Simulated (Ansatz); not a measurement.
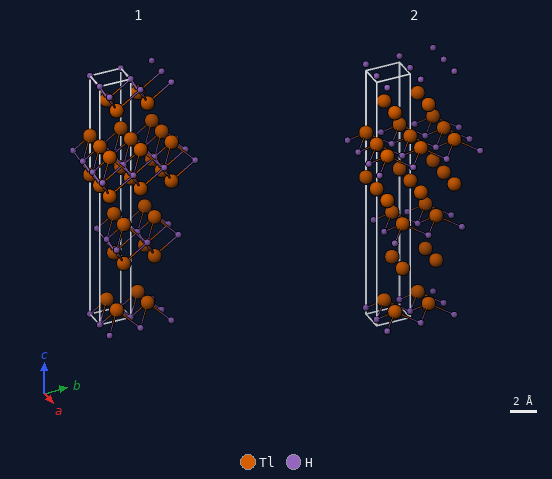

Two geometries of crystalline Tl₂H (built on the 3R molybdenite_160 type) (coarse preliminary run), drawn at one scale. One is the start of a relaxation, the other its converged end. The picture is a ball-and-stick view of the conventional cell (3 times the calculation's cell), repeated 2 × 2 × 1 with one cell outlined, seen slightly off an axis. Lengths and directions refer to the drawn axes.

Method: DFT PBE, scalar-relativistic, plane waves, PAW (Ansatz 0.2.0). Settings: plane-wave cutoff 420 eV; k-point mesh 6 × 6 × 6; occupations gaussian; smearing width 0.1 eV; no spin polarisation; cell and atoms relaxed; force threshold 0.04 eV/Å; at most 70 steps.

Which one is relaxed?

Structure 2 is the relaxed one. Case: 3R molybdenite type (R3m, No. 160). After 9 accepted moves (11 points after the start) the energy has fallen by 0.334 eV per cell of the calculation. The largest force component goes from 0.7 to 0.0078 eV/Å. Pressure: 6.76 GPa at the start and 0.01 GPa at the end. The line search rejected the trial step at point 2 of the run. At 1 point the geometry stayed and the basis and grid were re-selected for the new cell (energy shift of 5.4 meV per cell of the calculation at most each time). The atom that moves furthest relative to the cell is the H atom (0.50 Å along +c). Largest moves by element: H 0.50 Å, Tl 0.44 Å. The volume changes by +20.5 %, with a = b 3.295 → 3.578 Å (+8.6 %), c 19.138 → 19.557 Å (+2.2 %). Among the contacts that change: H–Tl 2.463 → 3.274 Å, H–Tl 2.463 → 2.309 Å. The space group stays R3m (No. 160).
